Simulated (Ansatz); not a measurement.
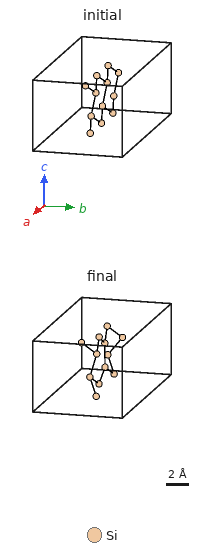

The structure of a wire of composition Si before (top) and after (bottom) a relaxation, at one scale.

Style: ball-and-stick. Shown: the cell of the calculation, with the vacuum cut short, slightly off an axis.

Case: armchair ribbon, 6 formula units a period.

Theory: Ansatz, DFT PBE, scalar-relativistic, plane waves, PAW.

Input
```yaml
crystal:
  lattice:
    - [18.7, 0.0, 0.0]
    - [0.0, 9.8, 0.0]
    - [0.0, 0.0, 6.7009777152]
  atoms:
    - { symbol: Si, position: [0.6551662281, 0.4769415544, 0.3333333333] }
    - { symbol: Si, position: [0.7586103802, 0.4769415544, 0.8333333333] }
    - { symbol: Si, position: [0.448277924, 0.4769415544, 0.3333333333] }
    - { symbol: Si, position: [0.551722076, 0.4769415544, 0.8333333333] }
    - { symbol: Si, position: [0.2413896198, 0.4769415544, 0.3333333333] }
    - { symbol: Si, position: [0.3448337719, 0.4769415544, 0.8333333333] }
    - { symbol: Si, position: [0.7586103802, 0.5230584456, 0.1666666667] }
    - { symbol: Si, position: [0.551722076, 0.5230584456, 0.1666666667] }
    - { symbol: Si, position: [0.6551662281, 0.5230584456, 0.6666666667] }
    - { symbol: Si, position: [0.3448337719, 0.5230584456, 0.1666666667] }
    - { symbol: Si, position: [0.448277924, 0.5230584456, 0.6666666667] }
    - { symbol: Si, position: [0.2413896198, 0.5230584456, 0.6666666667] }
basis:
  ecutwfc: 420
kpoints:
  mp_grid: { grid: [1, 1, 8] }
hamiltonian:
  xc: pbe
scf:
  occupations: { method: gaussian, width: 0.05 }
output:
  forces: true
  stress: true
  eigenvalues: true
  populations: true
  write_density: true
  write_potential: true
  elf: true
  volumetric_format: npy
relax:
  adjacent_minimum: "off"
  f_tol: 0.02
  max_steps: 45
  cell: { fix: [a, b, alpha, beta, gamma], stress_tol: 0.03 }
```

Launched with:
```bash
ansatz run input.yaml --threads 4 --pin off --max-ram 11264MiB --backend cpu --events-out ev --progress --plain --runs-dir out
```

Describe what moved and what it gained.

Over 8 accepted moves (11 points after the start) the energy falls by 1.073 eV per cell of the calculation. Largest force component: 0.46 eV/Å at the start, 0.0018 eV/Å at the end. The line search rejected the trial steps at points 5, 9 of the run. The SCF was repeated once at an unchanged geometry on a basis and grid sized afresh for the cell, which shifted the energy by 0.1 meV per cell of the calculation at most. The largest moves relative to the centre of the atoms, 0.64 Å, are those of Si2, Si5, Si7 and Si12. Along the periodic axis the drawn cell goes c 6.701 → 6.722 Å (+0.3 %). Among the contacts that change: Si2–Si7 2.279 → 2.229 Å, Si1–Si9 2.279 → 2.323 Å, Si1–Si7 2.279 → 2.297 Å. Among the angles between lasting bonds that change: Si7–Si2–Si9 116.2° → 100.8°, Si2–Si9–Si4 116.2° → 102.7°, Si9–Si4–Si11 116.2° → 121.9°.
